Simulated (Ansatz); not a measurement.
**Geometry relaxation of NiSi (part 3 of 3)**

Continued. System: NiSi (slab, 24 atoms in the cell). Method: DFT PBE, scalar-relativistic, plane waves, PAW, no spin polarisation (Ansatz 0.2.0); cutoff 420 eV, 10×5×1 k-mesh, Gaussian smearing of 0.1 eV. The structure derives from a Materials Project entry. It belongs to a series of runs on one base structure; here: (1 0 1) slab, atoms relaxed.

Geometry of the input (Å; fractional positions):
```
3.3758  0.0000  0.0000
0.0000  7.6246  0.0000
0.0000  0.0000  25.6757
Si 0.7500  0.8559  0.2921
Si 0.7500  0.2645  0.3170
Ni 0.2500  0.0555  0.3230
Ni 0.7500  0.5631  0.3254
Ni 0.2500  0.3509  0.3787
Ni 0.7500  0.8585  0.3812
Si 0.2500  0.6495  0.3872
Si 0.2500  0.0582  0.4120
Si 0.7500  0.3129  0.4400
Si 0.7500  0.7215  0.4649
Ni 0.2500  0.5125  0.4709
Ni 0.7500  0.0201  0.4734
Ni 0.2500  0.8079  0.5266
Ni 0.7500  0.3155  0.5291
Si 0.2500  0.1065  0.5351
Si 0.2500  0.5152  0.5600
Si 0.7500  0.7699  0.5880
Si 0.7500  0.1785  0.6128
Ni 0.2500  0.9695  0.6188
Ni 0.7500  0.4771  0.6213
Ni 0.2500  0.2649  0.6746
Ni 0.7500  0.7725  0.6770
Si 0.2500  0.5635  0.6830
Si 0.2500  0.9722  0.7079
```

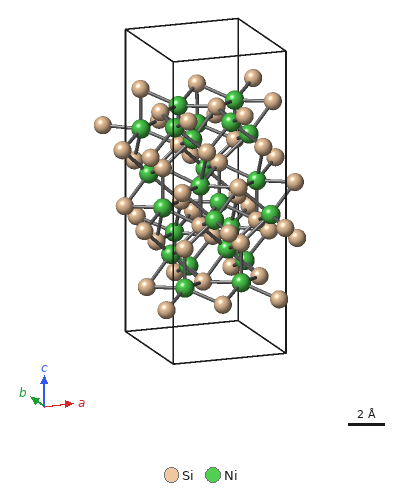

*The geometry at step 3 of the log (ball-and-stick view of the 2 × 1 repeat of the cell, with the vacuum cut short, seen slightly off an axis; bonded neighbours outside the cell are drawn too).*

### Output, continued
```
  k-point 1: bands = ["-100.1790", "-100.1757", "-100.1544", "-100.1509", "-100.1359", "-100.1359", "-100.1082", "-100.1082", "-99.7436", "-99.7436", "-99.4629", "-99.4629", "-60.6275", "-60.6068", "-60.5984", "-60.5940", "-60.5936", "-60.5771", "-60.5759", "-60.5737", "-60.5593", "-60.5451", "-60.5435", "-60.5402", "-60.5393", "-60.5332", "-60.5330", "-60.5286", "-60.5186", "-60.5183", "-60.5179", "-60.5179", "-60.4973", "-60.4970", "-60.4743", "-60.4743", "-60.2036", "-60.2036", "-60.1448", "-60.1448", "-60.1048", "-60.1048", "-60.0864", "-60.0864", "-59.8004", "-59.8004", "-59.7089", "-59.7089", "-8.8183", "-8.0882", "-7.4645", "-6.7976", "-6.3236", "-5.5308", "-5.2528", "-5.0066", "-4.6224", "-4.3916", "-3.9649", "-3.5139", "-2.3474", "-2.1259", "-1.5470", "-1.4042", "-1.1700", "-1.1484", "-0.7663", "-0.6910", "-0.2411", "-0.1919", "-0.1620", "-0.0911", "-0.0656", "0.0003", "0.0667", "0.1382", "0.1521", "0.1961", "0.2392", "0.2503", "0.3044", "0.3907", "0.4380", "0.5573", "0.5856", "0.6398", "0.6691", "0.7002", "0.7426", "0.7548", "0.8699", "0.9108", "0.9296", "1.0243", "1.0891", "1.0903", "1.1259", "1.1526", "1.2280", "1.2735", "1.3335", "1.3751", "1.4555", "1.4615", "1.5301", "1.5939", "1.6249", "1.6534", "1.6541", "1.6900", "1.7614", "1.7950", "1.7984", "1.8528", "1.9042", "1.9460", "1.9631", "1.9665", "2.1814", "2.2154", "2.2190", "2.2694", "2.3358", "2.5071", "2.5595", "2.7796", "2.9069", "3.1553", "3.3545", "3.5195", "3.9997", "4.3902", "4.5342", "4.5628", "5.1557", "5.3563", "5.5480", "5.6103", "5.8084", "5.9584", "6.2600", "6.6222", "6.9204", "7.0401", "7.2522", "7.4207", "7.5958", "7.6148", "7.7129", "7.8347", "7.9216", "8.0423", "8.1660", "8.3674", "8.4058", "8.4837", "8.7631", "8.8162", "9.0117"]
  k-point 2: bands = ["-100.1790", "-100.1757", "-100.1544", "-100.1509", "-100.1360", "-100.1359", "-100.1082", "-100.1082", "-99.7436", "-99.7436", "-99.4629", "-99.4629", "-60.6275", "-60.6067", "-60.5984", "-60.5940", "-60.5936", "-60.5774", "-60.5758", "-60.5736", "-60.5593", "-60.5456", "-60.5430", "-60.5402", "-60.5393", "-60.5331", "-60.5330", "-60.5286", "-60.5185", "-60.5183", "-60.5179", "-60.5179", "-60.4973", "-60.4970", "-60.4743", "-60.4743", "-60.2036", "-60.2036", "-60.1448", "-60.1448", "-60.1048", "-60.1048", "-60.0864", "-60.0864", "-59.8004", "-59.8004", "-59.7089", "-59.7089", "-8.5310", "-8.0789", "-7.7838", "-7.3493", "-6.0639", "-5.6012", "-5.2277", "-4.8343", "-4.3928", "-3.9598", "-3.8433", "-3.4786", "-2.5194", "-2.1519", "-1.7972", "-1.7038", "-1.3029", "-1.0160", "-0.6079", "-0.5245", "-0.2501", "-0.1554", "-0.1089", "-0.0744", "-0.0283", "0.0285", "0.0287", "0.1076", "0.1182", "0.1656", "0.2127", "0.2439", "0.3013", "0.3868", "0.4084", "0.4640", "0.5789", "0.6098", "0.6697", "0.7378", "0.7460", "0.7591", "0.8513", "0.8713", "0.9528", "0.9655", "1.0871", "1.1190", "1.1400", "1.1783", "1.1816", "1.2100", "1.3492", "1.3816", "1.4044", "1.4173", "1.5383", "1.5804", "1.5890", "1.6837", "1.6918", "1.7233", "1.7747", "1.8021", "1.8445", "1.8571", "1.8888", "1.9552", "1.9625", "2.0286", "2.0788", "2.1666", "2.2178", "2.2240", "2.2483", "2.2748", "2.3350", "2.5087", "3.0166", "3.2418", "3.3718", "3.6954", "4.0114", "4.1256", "4.6822", "4.6992", "4.9867", "5.1712", "5.5395", "5.6109", "5.8524", "6.1372", "6.3502", "6.8456", "6.9098", "7.1984", "7.3002", "7.4121", "7.5708", "7.7121", "7.8373", "7.8481", "7.9842", "8.1023", "8.4794", "8.5990", "8.6281", "8.7625", "8.8584", "9.1396", "9.2303"]
  k-point 17: bands = ["-100.1773", "-100.1773", "-100.1526", "-100.1526", "-100.1359", "-100.1359", "-100.1081", "-100.1081", "-99.7436", "-99.7436", "-99.4628", "-99.4628", "-60.6181", "-60.6181", "-60.5939", "-60.5939", "-60.5880", "-60.5880", "-60.5776", "-60.5776", "-60.5523", "-60.5523", "-60.5416", "-60.5416", "-60.5348", "-60.5348", "-60.5327", "-60.5327", "-60.5211", "-60.5211", "-60.5182", "-60.5182", "-60.4969", "-60.4969", "-60.4774", "-60.4774", "-60.2063", "-60.2063", "-60.1446", "-60.1446", "-60.1047", "-60.1047", "-60.0862", "-60.0862", "-59.8030", "-59.8030", "-59.7087", "-59.7087", "-5.5998", "-5.5998", "-5.2558", "-5.2558", "-4.9926", "-4.9926", "-4.6822", "-4.6822", "-3.8512", "-3.8512", "-3.5104", "-3.5104", "-2.3476", "-2.3476", "-2.0008", "-2.0008", "-1.6577", "-1.6577", "-1.4872", "-1.4872", "-1.0836", "-1.0836", "-0.3467", "-0.3467", "-0.1933", "-0.1933", "-0.0277", "-0.0277", "0.0966", "0.0966", "0.1204", "0.1204", "0.2770", "0.2770", "0.3674", "0.3674", "0.5220", "0.5220", "0.6106", "0.6106", "0.6990", "0.6990", "0.7591", "0.7591", "0.9450", "0.9450", "1.0086", "1.0086", "1.1381", "1.1381", "1.1969", "1.1969", "1.3771", "1.3771", "1.5003", "1.5003", "1.5486", "1.5486", "1.6225", "1.6225", "1.6827", "1.6827", "1.7315", "1.7315", "1.7888", "1.7888", "1.8657", "1.8657", "1.9588", "1.9588", "2.0169", "2.0169", "2.0961", "2.0961", "2.1203", "2.1203", "2.2026", "2.2026", "2.3547", "2.3547", "2.6922", "2.6922", "2.8625", "2.8625", "3.1009", "3.1009", "4.0598", "4.0598", "4.2239", "4.2239", "4.6422", "4.6422", "4.9858", "4.9858", "5.4363", "5.4363", "5.7631", "5.7631", "6.0344", "6.0344", "6.4355", "6.4355", "7.1092", "7.1092", "7.6055", "7.6055", "8.1118", "8.1118", "8.5885", "8.5885", "8.9527"]
--- Relaxed structure (5 steps of the walk, 5 accepted, 0 SCFs on fresh bases) ---
  F+E_penalty+E_count = -77712.67580871 eV   max|allowed force component| = 2.013e-3 eV/Å
  atoms:
    - { symbol: Si, position: [0.7499999999999999, 0.8475872384651921, 0.2948311761497286] }
    - { symbol: Si, position: [0.7499999999999999, 0.2600443170294618, 0.31669873397590653] }
    - { symbol: Ni, position: [0.24999999999999997, 0.05024840878426736, 0.32374121417097335] }
    - { symbol: Ni, position: [0.7499999999999999, 0.5618885026804628, 0.3295341290252061] }
    - { symbol: Ni, position: [0.24999999999999997, 0.34894264073602993, 0.37798949271686916] }
    - { symbol: Ni, position: [0.7499999999999999, 0.8589387459816464, 0.38431407085289926] }
    - { symbol: Si, position: [0.24999999999999997, 0.6488355510453054, 0.3850402146944013] }
    - { symbol: Si, position: [0.24999999999999997, 0.060004136336766836, 0.4116636099371421] }
    - { symbol: Si, position: [0.7499999999999999, 0.3136228803179012, 0.4393865353360415] }
    - { symbol: Si, position: [0.7499999999999999, 0.7209644985477528, 0.46549106255296] }
    - { symbol: Ni, position: [0.24999999999999997, 0.5123313258740075, 0.4710539230206492] }
    - { symbol: Ni, position: [0.7499999999999999, 0.02150745488532786, 0.4736535775626036] }
    - { symbol: Ni, position: [0.24999999999999997, 0.8065255311565003, 0.5263464050722377] }
    - { symbol: Ni, position: [0.7499999999999999, 0.31570175727745703, 0.5289460424118224] }
    - { symbol: Si, position: [0.24999999999999997, 0.10706849137531026, 0.5345089212157941] }
    - { symbol: Si, position: [0.24999999999999997, 0.5144100476765191, 0.5606134632883185] }
    - { symbol: Si, position: [0.7499999999999999, 0.7680287781836962, 0.5883363752067685] }
    - { symbol: Si, position: [0.7499999999999999, 0.17919739458678327, 0.6149598164813929] }
    - { symbol: Ni, position: [0.24999999999999997, 0.9690942170789983, 0.6156859273994728] }
    - { symbol: Ni, position: [0.7499999999999999, 0.47909028134413256, 0.6220105240794302] }
    - { symbol: Ni, position: [0.24999999999999997, 0.2661444016755891, 0.6704659086954778] }
    - { symbol: Ni, position: [0.7499999999999999, 0.7777843529288648, 0.6762587855901201] }
    - { symbol: Si, position: [0.24999999999999997, 0.5679884239574096, 0.6833012810793614] }
    - { symbol: Si, position: [0.24999999999999997, 0.9804456134746139, 0.7051688094844212] }
```

### Trajectory as extended XYZ (Å, eV, eV/Å), 5 frames, from step=1 to step=5
```
24
Lattice="3.3758 0.0000 0.0000 0.0000 7.6246 0.0000 0.0000 0.0000 25.6757" Properties=species:S:1:pos:R:3:forces:R:3 step=1 energy=-77712.50223
Si    2.5318    6.5256    7.5000    0.0000  -0.0865   0.0580
Si    2.5318    2.0168    8.1389    0.0000  -0.0805  -0.0989
Ni    0.8439    0.4234    8.2925    0.0000  -0.0514   0.1666
Ni    2.5318    4.2935    8.3555    0.0000   0.2853   0.6450
Ni    0.8439    2.6755    9.7238    0.0000  -0.0153  -0.0985
Ni    2.5318    6.5456    9.7868    0.0000  -0.0218   0.4593
Si    0.8439    4.9521    9.9404    0.0000  -0.0922  -0.7327
Si    0.8439    0.4434   10.5793    0.0000   0.0444  -0.3372
Si    2.5318    2.3855   11.2982    0.0000  -0.0434  -0.1589
Si    2.5318    5.5013   11.9371    0.0000   0.0550  -0.0394
Ni    0.8439    3.9079   12.0907    0.0000  -0.0227   0.0553
Ni    2.5318    0.1534   12.1537    0.0000   0.0300   0.1006
Ni    0.8439    6.1600   13.5220    0.0000  -0.0300  -0.1006
Ni    2.5318    2.4055   13.5850    0.0000   0.0227  -0.0553
Si    0.8439    0.8121   13.7386    0.0000  -0.0550   0.0394
Si    0.8439    3.9279   14.3775    0.0000   0.0434   0.1589
Si    2.5318    5.8700   15.0963    0.0000  -0.0444   0.3372
Si    2.5318    1.3613   15.7353    0.0000   0.0922   0.7327
Ni    0.8439    7.3923   15.8888    0.0000   0.0218  -0.4593
Ni    2.5318    3.6379   15.9519    0.0000   0.0152   0.0985
Ni    0.8439    2.0199   17.3201    0.0000  -0.2853  -0.6450
Ni    2.5318    5.8900   17.3832    0.0000   0.0514  -0.1666
Si    0.8439    4.2966   17.5367    0.0000   0.0805   0.0989
Si    0.8439    7.4124   18.1757    0.0000   0.0865  -0.0580
24
Lattice="3.3758 0.0000 0.0000 0.0000 7.6246 0.0000 0.0000 0.0000 25.6757" Properties=species:S:1:pos:R:3:forces:R:3 step=2 energy=-77712.60329
Si    2.5318    6.5054    7.5326    0.0000  -0.0779   0.0136
Si    2.5318    2.0064    8.1346    0.0000  -0.0664  -0.0551
Ni    0.8439    0.4109    8.3043    0.0000  -0.0426   0.0885
Ni    2.5318    4.2869    8.4031    0.0000   0.2318   0.4003
Ni    0.8439    2.6705    9.7160    0.0000  -0.0339  -0.0391
Ni    2.5318    6.5425    9.8193    0.0000   0.0113   0.3074
Si    0.8439    4.9480    9.9306    0.0000  -0.0735  -0.5095
Si    0.8439    0.4466   10.5777    0.0000   0.0314  -0.2173
Si    2.5318    2.3831   11.2898    0.0000  -0.0082  -0.0835
Si    2.5318    5.4977   11.9448    0.0000   0.0263  -0.0186
Ni    0.8439    3.9042   12.0926    0.0000  -0.0043   0.0565
Ni    2.5318    0.1543   12.1565    0.0000   0.0362   0.0671
Ni    0.8439    6.1591   13.5192    0.0000  -0.0362  -0.0672
Ni    2.5318    2.4092   13.5831    0.0000   0.0044  -0.0566
Si    0.8439    0.8157   13.7309    0.0000  -0.0263   0.0186
Si    0.8439    3.9303   14.3859    0.0000   0.0082   0.0835
Si    2.5318    5.8668   15.0979    0.0000  -0.0314   0.2173
Si    2.5318    1.3654   15.7451    0.0000   0.0735   0.5095
Ni    0.8439    7.3955   15.8564    0.0000  -0.0113  -0.3074
Ni    2.5318    3.6429   15.9596    0.0000   0.0339   0.0391
Ni    0.8439    2.0265   17.2726    0.0000  -0.2318  -0.4003
Ni    2.5318    5.9025   17.3714    0.0000   0.0426  -0.0885
Si    0.8439    4.3070   17.5411    0.0000   0.0664   0.0551
Si    0.8439    7.4325   18.1431    0.0000   0.0779  -0.0136
24
Lattice="3.3758 0.0000 0.0000 0.0000 7.6246 0.0000 0.0000 0.0000 25.6757" Properties=species:S:1:pos:R:3:forces:R:3 step=3 energy=-77712.67474
Si    2.5318    6.4622    7.5664    0.0000  -0.0043   0.0337
Si    2.5318    1.9842    8.1289    0.0000  -0.0059   0.0088
Ni    0.8439    0.3822    8.3105    0.0000   0.0019  -0.0072
Ni    2.5318    4.2858    8.4691    0.0000  -0.0226  -0.0513
Ni    0.8439    2.6576    9.7047    0.0000  -0.0060  -0.0025
Ni    2.5318    6.5450    9.8671    0.0000   0.0084  -0.0071
Si    0.8439    4.9407    9.8919    0.0000   0.0506   0.0014
Si    0.8439    0.4560   10.5679    0.0000  -0.0218   0.0051
Si    2.5318    2.3872   11.2796    0.0000   0.0096   0.0146
Si    2.5318    5.4938   11.9517    0.0000   0.0173   0.0180
Ni    0.8439    3.9038   12.0959    0.0000   0.0020   0.0026
Ni    2.5318    0.1616   12.1602    0.0000   0.0082   0.0036
Ni    0.8439    6.1518   13.5154    0.0000  -0.0083  -0.0035
Ni    2.5318    2.4096   13.5797    0.0000  -0.0020  -0.0025
Si    0.8439    0.8196   13.7239    0.0000  -0.0172  -0.0180
Si    0.8439    3.9262   14.3961    0.0000  -0.0096  -0.0146
Si    2.5318    5.8574   15.1077    0.0000   0.0218  -0.0051
Si    2.5318    1.3727   15.7837    0.0000  -0.0506  -0.0014
Ni    0.8439    7.3930   15.8086    0.0000  -0.0084   0.0071
Ni    2.5318    3.6558   15.9709    0.0000   0.0060   0.0024
Ni    0.8439    2.0276   17.2065    0.0000   0.0227   0.0513
Ni    2.5318    5.9311   17.3651    0.0000  -0.0019   0.0073
Si    0.8439    4.3292   17.5468    0.0000   0.0059  -0.0088
Si    0.8439    7.4757   18.1093    0.0000   0.0043  -0.0337
24
Lattice="3.3758 0.0000 0.0000 0.0000 7.6246 0.0000 0.0000 0.0000 25.6757" Properties=species:S:1:pos:R:3:forces:R:3 step=4 energy=-77712.67568
Si    2.5318    6.4630    7.5725    0.0000  -0.0030  -0.0214
Si    2.5318    1.9830    8.1310    0.0000   0.0020   0.0012
Ni    0.8439    0.3832    8.3118    0.0000   0.0009   0.0037
Ni    2.5318    4.2847    8.4621    0.0000  -0.0068   0.0000
Ni    0.8439    2.6597    9.7049    0.0000   0.0048   0.0024
Ni    2.5318    6.5476    9.8679    0.0000   0.0108   0.0081
Si    0.8439    4.9471    9.8880    0.0000  -0.0139  -0.0053
Si    0.8439    0.4559   10.5692    0.0000   0.0071   0.0032
Si    2.5318    2.3892   11.2812    0.0000   0.0101   0.0017
Si    2.5318    5.4970   11.9523    0.0000  -0.0101   0.0041
Ni    0.8439    3.9059   12.0948    0.0000   0.0011  -0.0012
Ni    2.5318    0.1632   12.1610    0.0000   0.0046   0.0018
Ni    0.8439    6.1502   13.5146    0.0000  -0.0045  -0.0018
Ni    2.5318    2.4075   13.5808    0.0000  -0.0011   0.0012
Si    0.8439    0.8164   13.7233    0.0000   0.0101  -0.0041
Si    0.8439    3.9242   14.3945    0.0000  -0.0101  -0.0017
Si    2.5318    5.8575   15.1065    0.0000  -0.0071  -0.0032
Si    2.5318    1.3663   15.7877    0.0000   0.0139   0.0053
Ni    0.8439    7.3903   15.8077    0.0000  -0.0108  -0.0081
Ni    2.5318    3.6537   15.9708    0.0000  -0.0048  -0.0024
Ni    0.8439    2.0287   17.2136    0.0000   0.0068  -0.0001
Ni    2.5318    5.9302   17.3638    0.0000  -0.0009  -0.0037
Si    0.8439    4.3304   17.5447    0.0000  -0.0020  -0.0012
Si    0.8439    7.4749   18.1031    0.0000   0.0030   0.0214
24
Lattice="3.3758 0.0000 0.0000 0.0000 7.6246 0.0000 0.0000 0.0000 25.6757" Properties=species:S:1:pos:R:3:forces:R:3 step=5 energy=-77712.67581
Si    2.5318    6.4625    7.5700    0.0000   0.0008  -0.0020
Si    2.5318    1.9827    8.1314    0.0000  -0.0016   0.0003
Ni    0.8439    0.3831    8.3123    0.0000   0.0013  -0.0003
Ni    2.5318    4.2842    8.4610    0.0000  -0.0010   0.0001
Ni    0.8439    2.6605    9.7051    0.0000  -0.0001  -0.0008
Ni    2.5318    6.5490    9.8675    0.0000  -0.0007   0.0018
Si    0.8439    4.9471    9.8862    0.0000   0.0012  -0.0003
Si    0.8439    0.4575   10.5697    0.0000  -0.0001   0.0011
Si    2.5318    2.3912   11.2815    0.0000  -0.0003   0.0004
Si    2.5318    5.4970   11.9518    0.0000  -0.0007  -0.0003
Ni    0.8439    3.9063   12.0946    0.0000   0.0005  -0.0014
Ni    2.5318    0.1640   12.1614    0.0000   0.0009  -0.0017
Ni    0.8439    6.1494   13.5143    0.0000  -0.0009   0.0017
Ni    2.5318    2.4071   13.5810    0.0000  -0.0005   0.0014
Si    0.8439    0.8164   13.7239    0.0000   0.0007   0.0003
Si    0.8439    3.9222   14.3941    0.0000   0.0003  -0.0004
Si    2.5318    5.8559   15.1059    0.0000   0.0001  -0.0011
Si    2.5318    1.3663   15.7895    0.0000  -0.0012   0.0003
Ni    0.8439    7.3889   15.8081    0.0000   0.0007  -0.0018
Ni    2.5318    3.6529   15.9705    0.0000   0.0001   0.0008
Ni    0.8439    2.0292   17.2147    0.0000   0.0010  -0.0001
Ni    2.5318    5.9303   17.3634    0.0000  -0.0013   0.0003
Si    0.8439    4.3307   17.5442    0.0000   0.0016  -0.0003
Si    0.8439    7.4755   18.1057    0.0000  -0.0008   0.0020
```

### Summary

| quantity | value |
| --- | --- |
| outcome | converged |
| electrons treated | 264 |
| free energy | −77712.6758 eV |
| work function, top face | 4.99 eV |
| work function, bottom face | 4.99 eV |
| Fermi energy | 3.615 eV |
| gap on the k-point mesh | none (metallic) |
| final volume | 660.86 Å³ |
| work function (upper face) | 4.99 eV |
| largest force (length of the vector) at the end | 0.002 eV/Å |
| hardware | 4 threads of Arm Neoverse V2, 128 GiB of memory available, shared host |
| wall time | 8.1 min (CPU time 32 min) |
| peak memory | 2.9 GiB |

### Notes

The program warns: the exchange-correlation potential is rough where the density is thin. The run has no spin polarisation, so a magnetic state may lie lower.
